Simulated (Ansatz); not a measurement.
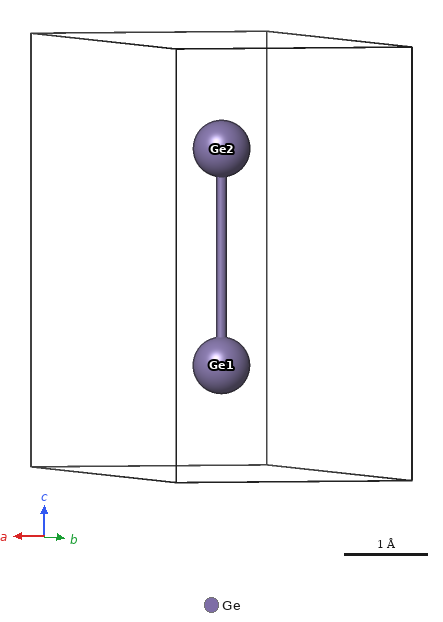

Figure 1. The structure as given in the input (ball-and-stick view of the cell of the calculation, seen at an oblique angle; atoms are numbered from 1 in the order of the input). An atom can appear more than once, as a periodic image.

## Ge: single-point calculation

The run: single-point calculation of Ge (2 atoms in the cell). Method and program: DFT r2SCAN, scalar-relativistic, plane waves, PAW, no spin polarisation (Ansatz 0.2.0).

The structure derives from a Materials Project entry. Figures and captions count atoms from 1; the log counts them from 0 in places.

What the program printed:
```
Engine: ansatz 0.2.0, x86_64-unknown-linux-gnu
Pseudopotentials: kind: paw
Pseudopotential: Ge, paw, valence charge 14, recommended cutoff 500 eV (meta_gga), Ge.paw.azcp
Functional definition: r2SCAN
  parameter k0 = 0.174
  parameter k1 = 0.065
  parameter a1 = 4.9479
  exchange = r2scan_x(k0 = k0, k1 = k1, a1 = a1)
  correlation = r2scan_c
Crystal: 2 atoms, lattice volume = 37.419 Å³
Basis set: ecut = 500 eV, 923 PW (Γ), exchange–correlation on 96×96×160 points (64 copies of the dense FFT grid, shifted against one another)
Bands: 18, of which v1, the nominal top of the filled ones, is band 14 counted from 1 (13 counted from 0)
Symmetry: 8 space group operations
Space group: Cmcm (ITA 63), of the structure as read, at distance tolerance 3.3e-5 Å
k-points: 1281 of 8112
Non-local potential: Ge, projectors of the file, l = 0: 2, l = 1: 2, l = 2: 3, l = 3: 1
PAW form: soft (Blöchl's): semilocal exchange-correlation on the pseudo side does not see the compensation charge
PAW frozen core: Ge, regenerated for the run's functional (the file was generated under x = pbe(κ = 0.804, μ = 0.2195149727645171), c = pbe(β = 0.06672455060314922))
PAW one-centre angular grid: Ge, 590 points (default); XC on 160 Gauss nodes
Initial density: superposition of atomic densities (neutral atoms: chi_scale 0, normalization atom), corrected by the library's trained network
Initial wavefunctions: pseudopotential atomic-orbital guess
Functional: x = r2scan, c = r2scan; τ floored in thin density (d = 2e-4 eV/Å³)
SCF iter   1: F=—  HF=-8605.014296 eV  |F-HF|=—  |Δ(HF+E_count)|=         —  Δρ=6.59e-3  dr2=5.41e-3  dr2_τ=1.48e-3  ethr=1.77e-3  ⟨swp⟩=5.1  Hψ=94593  notcnv=0
preconditioner: auto → Kerker (q_TF=auto, 2.600 Å⁻¹)  [metal: Δε(μ)=0.004 eV  Ē_g=24.470 eV  σ=0.150 eV  W_gap=0.01  n_scr=10 (ndim 8)  ℏωp=32.1 eV  f_vac=0.000  D(μ)=0.78/eV (n_scr^D=2)]
SCF iter   2: F=—  HF=-8605.039244 eV  |F-HF|=—  |Δ(HF+E_count)|=   2.49e-2  Δρ=2.31e-3  dr2=9.80e-4  dr2_τ=2.20e-5  ethr=1.93e-5  ⟨swp⟩=2.0  Hψ=55802  notcnv=0  defer=296
SCF iter   3: F=—  HF=-8605.039628 eV  |F-HF|=—  |Δ(HF+E_count)|=   3.84e-4  Δρ=1.52e-3  dr2=4.95e-4  dr2_τ=5.58e-6  ethr=3.50e-6  ⟨swp⟩=1.0  Hψ=22748  notcnv=0  defer=296
SCF iter   4: F=—  HF=-8605.039815 eV  |F-HF|=—  |Δ(HF+E_count)|=   1.87e-4  Δρ=2.38e-4  dr2=2.51e-5  dr2_τ=2.00e-7  ethr=1.77e-6  ⟨swp⟩=2.0  Hψ=27432  notcnv=0  defer=296
SCF iter   5: F=—  HF=-8605.039825 eV  |F-HF|=—  |Δ(HF+E_count)|=   9.57e-6  Δρ=5.73e-5  dr2=1.49e-6  dr2_τ=8.02e-9  ethr=8.96e-8  ⟨swp⟩=2.0  Hψ=27241  notcnv=0  defer=296
SCF iter   6: F=-8605.039825 eV  HF=-8605.039825 eV  |F-HF|=4.21e-9  |Δ(HF+E_count)|=   5.04e-7  Δρ=8.68e-6  dr2=3.00e-8  dr2_τ=1.91e-10  ethr=3.57e-10  ⟨swp⟩=6.4  Hψ=133426  notcnv=0
SCF 1 converged in 6 iterations: F = -8605.039825 eV  dr2 = 3.00e-8
  greatest PAW one-centre occupation: 0.998 electrons in one spin orbital (limit 2), on the Ge atom at site 1 (counted from 0), in its partial waves of l = 2
```

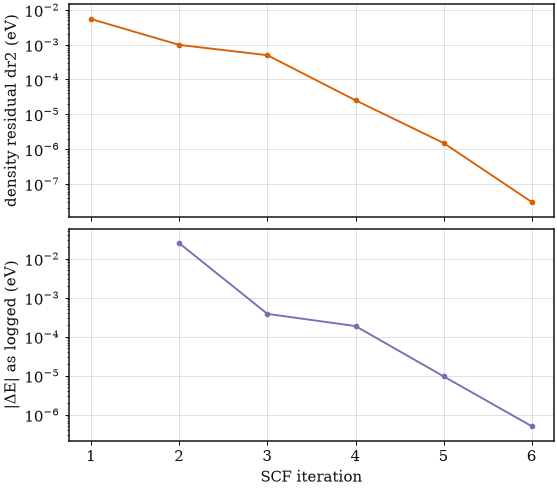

Figure 2. Convergence of the self-consistent field: density residual dr2 and size of the energy change against the SCF iteration. The residual falls at every step.

```
SCF converged after 6 iterations
Free energy (F): -8605.039825 eV
Harris-Foulkes:  -8605.039825 eV  (|F-HF|=4.21e-9)
Internal energy: -8605.031225 eV  (E = F + TS)
E sigma→0 (E₀):  -8605.035525 eV
Entropy (-TS):   -0.008600 eV (-4.300 meV/atom)
Fermi energy:    10.976807 eV
--- Per-component energies (eV) ---
  E_band       = -244.376321
  E_kinetic    = 220.781580
  E_local      = -4303.299181  (includes V_loc(G=0)·N_el)
  E_nonlocal   = 835.404021
  E_hartree    = 1886.580106
  E_xc         = -138.177384
  E_vxc        = -136.092037  (∫ρ·V_xc dr)
  E_paw        = -4063.408263  (= ΣΔE_a)
  E_vpaw       = -642.146887  (= ΣTr[D̂ρ^β])
  E_aug_tail   = 0.000029  (compensation charges beyond the density's cutoff)
  E_vtau       = 7.821531  (kinetic-family band-sum trace: ∫τ·v_τ [+ j·A + Jᵃ·Aᵃ] dr)
  E_ewald      = -3040.740601
  E_core_change = -2.171532  (= ΣΔE_core)
  E_smearing   = -0.008600  (= −TS)
  E_closure    = 0.000000  (closes the sum)
  Σ components = -8605.039825   (vs F -8605.039825, Δ=0.00e0)
--- Forces (eV/Å), atoms counted from 1 ---
  atom   1  Ge     0.00000000     0.00132323     0.00000000
  atom   2  Ge     0.00000000    -0.00132323     0.00000000
  max |Σ_I F_I| component: 0.00e0 eV/Å
--- Stress (GPa, compression-positive) ---
        0.167297       0.000000       0.000000
        0.000000      -0.572141       0.000000
        0.000000       0.000000      -0.001464
  P = ⅓ Tr σ = -0.1354 GPa (-1.354 kbar)
--- Band table (eV; the first three rows and the last of 1281) ---
  k-point 0: bands = ["-14.5177", "-14.4260", "-14.4135", "-14.3899", "-14.3781", "-14.3317", "-14.3187", "-14.2758", "-14.2465", "-14.2354", "-2.9362", "1.2915", "4.7295", "18.3565", "19.1766", "20.1062", "21.7623", "22.4876"]
  k-point 1: bands = ["-14.5135", "-14.4258", "-14.4137", "-14.3897", "-14.3783", "-14.3303", "-14.3173", "-14.2799", "-14.2480", "-14.2368", "-2.8985", "1.0782", "5.0218", "17.6560", "19.2141", "20.1438", "22.3872", "22.4376"]
  k-point 2: bands = ["-14.5014", "-14.4251", "-14.4144", "-14.3891", "-14.3789", "-14.3261", "-14.3131", "-14.2918", "-14.2523", "-14.2410", "-2.7856", "0.5833", "5.7535", "16.2860", "19.3259", "20.2561", "22.1171", "23.0542"]
  k-point 1280: bands = ["-14.4654", "-14.4654", "-14.3581", "-14.3581", "-14.2911", "-14.2911", "-14.2910", "-14.2910", "-14.2684", "-14.2684", "3.3547", "3.3547", "6.1715", "6.1715", "14.6830", "14.6830", "17.3195", "17.3195"]
```

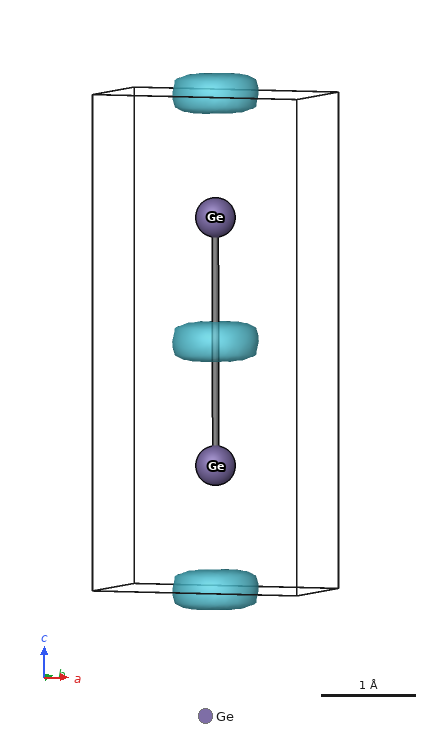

Figure 3. Isosurface of the ELF at 0.6 (cyan), seen at an oblique angle. Only the valence region is drawn (cores and ρ < 0.01 e/Å³ removed). Sticks mark near contacts. The outline is the calculation cell. Values along the shortest contacts: Ge–Ge (2.65 Å): the ELF peaks at about 0.70 between the atoms. Core electrons are frozen (PAW), so the fields are smoothed inside the atomic spheres.

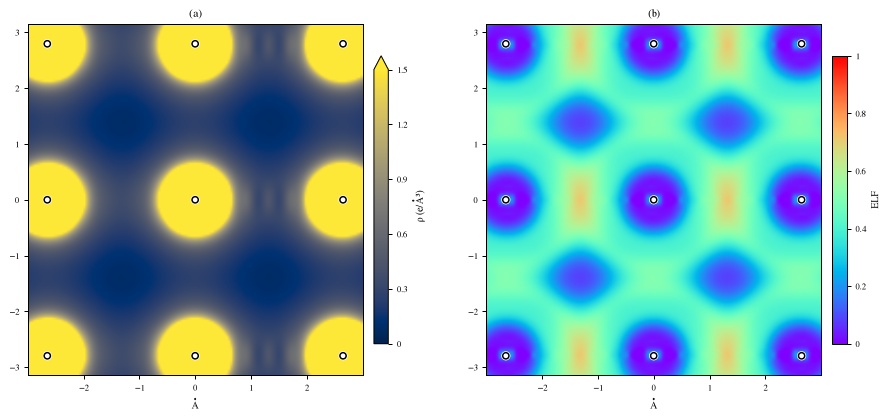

Figure 4. (a) valence electron density; (b) electron localisation function on the (11̄0) plane of the calculation cell. Circles mark the nuclei in the plane (Ge). The section cuts through Ge sites. Ge–Ge (2.65 Å): ρ at the midpoint is about 0.44 e/Å³, with its minimum of 0.31 e/Å³ about 1.2 Å from Ge; the ELF peaks at about 0.70 between the atoms. Ge–Ge (2.80 Å): ρ is about 0.27 e/Å³ halfway; the ELF is about 0.50 at the midpoint (metallic bonding. Away from the nuclei the density in this plane falls to 0.09 e/Å³ at its lowest.

This output came from the following input.

Input:
```yaml
crystal:
  lattice:
    - [1.397592124, -2.5262146454, 0.0]
    - [1.397592124, 2.5262146454, 0.0]
    - [0.0, 0.0, 5.2992283745]
  atoms:
    - { symbol: Ge, position: [0.5002627511, 0.4997372489, 0.25] }
    - { symbol: Ge, position: [0.4997372489, 0.5002627511, 0.75] }
basis:
  ecutwfc: 500
kpoints:
  mp_grid: { grid: [26, 26, 12] }
hamiltonian:
  xc: r2scan
scf:
  occupations: { method: gaussian, width: 0.15 }
output:
  forces: true
  stress: true
  eigenvalues: true
  write_density: true
  write_potential: true
  elf: true
  volumetric_format: npy
```

Launched with:
```bash
ansatz run input.yaml --threads 1 --pin off --max-ram 2560MiB --backend cpu --events-out ev --progress --plain --runs-dir out
```

Summary:

| quantity | value |
| --- | --- |
| outcome | converged |
| space group (tolerance 0.01 Å) | Cmmm (65) |
| electrons treated | 28 |
| free energy | −8605.0398 eV |
| Fermi energy | 10.977 eV |
| gap on the k-point mesh | none (metallic) |
| pressure | −0.14 GPa |
| largest force (length of the vector) | 0.001 eV/Å |
| hardware | 1 thread of AMD EPYC (Zen 5), 32 GiB of memory available, shared host |
| wall time | 32 s |
| peak memory | 1.2 GiB |
